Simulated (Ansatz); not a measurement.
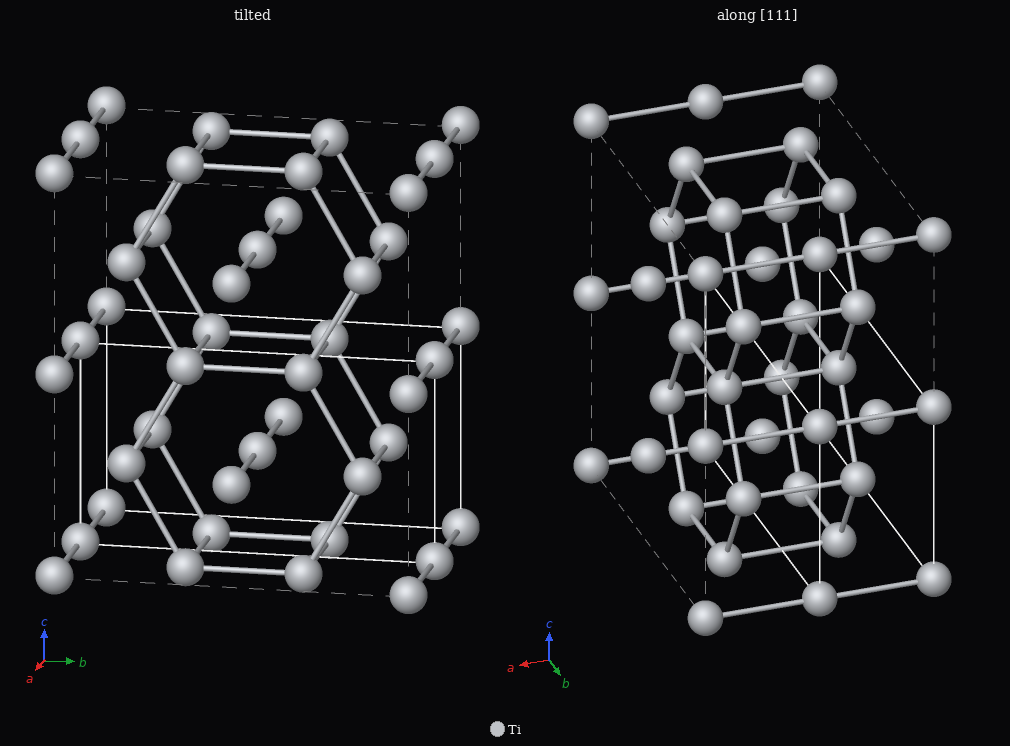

Drawn in the ball-and-stick manner and seen slightly off an axis and along [111]. A 2×1×2 array of cells is drawn; the conventional unit cell has the solid edges. Cell: a = 2.826 Å, b = 7.911 Å, c = 4.567 Å, α = 90.00°, β = 90.00°, γ = 90.00°.

In words:

- The element is titanium.
- Space group: Amm2 (No. 38). Lattice: base-centred orthorhombic.
- The cell holds six atoms.
- Taking every contact within bonding distance, one finds Ti 2 to 5 (mean 4.0). Not all metal-metal contacts are counted.

The model was built from a structure listed in the Materials Project. Earlier steps of the study may have refined or changed the cell and positions. It was the input of a calculation with Ansatz.
